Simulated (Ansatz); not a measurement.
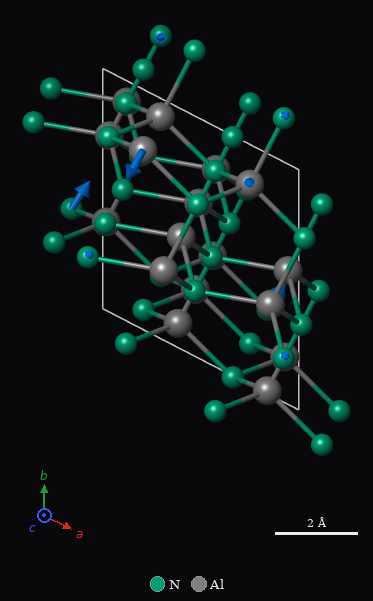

A (1 1 1) slab of AlN as cut from the relaxed bulk. The blue arrows show how the atoms are displaced, at true length. The picture is a ball-and-stick view of the cell of the calculation, outlined in the plane, without the vacuum, seen along the c axis.

All numbers below come from DFT PBEsol, scalar-relativistic, plane waves, PAW (Ansatz 0.2.0). Set-up: plane-wave cutoff 420 eV; occupations gaussian; no spin polarisation. The k-mesh is chosen for each cell (12×12×6, 6×5×1). Smearing widths differ between the runs.

> What was done to the structure, and with what result?

The atoms of the slab are relaxed at the bulk's in-plane cell. The surface energy (mean of the two faces) falls from 4.04 to 3.33 J/m². The top spacing, between the AlN and AlN planes, goes from 0.74 to 0.70 Å (−6.2 %), the bottom one (AlN to AlN) from 0.74 to 0.64 Å (−13.7 %). The top plane rumples by 0.08 Å. The cell stays as it was. The atom that moves furthest relative to the layer's centre is an Al atom (0.88 Å at 76° to the normal (−c side)). Largest moves by element: Al 0.88 Å, N 0.83 Å. Near-neighbour distances before and after: Al–N 3.080 → 1.995 to 2.008 Å, Al–Al 3.073 → 2.447 to 2.595 Å, Al–N 1.904 → 1.820 to 2.024 Å, Al–N 1.891 → 1.800 to 1.955 Å. New contacts form: Al–Al (3.07 → 2.45 Å), Al–N (3.08 → 1.99 Å), Al–N (3.08 → 2.01 Å).
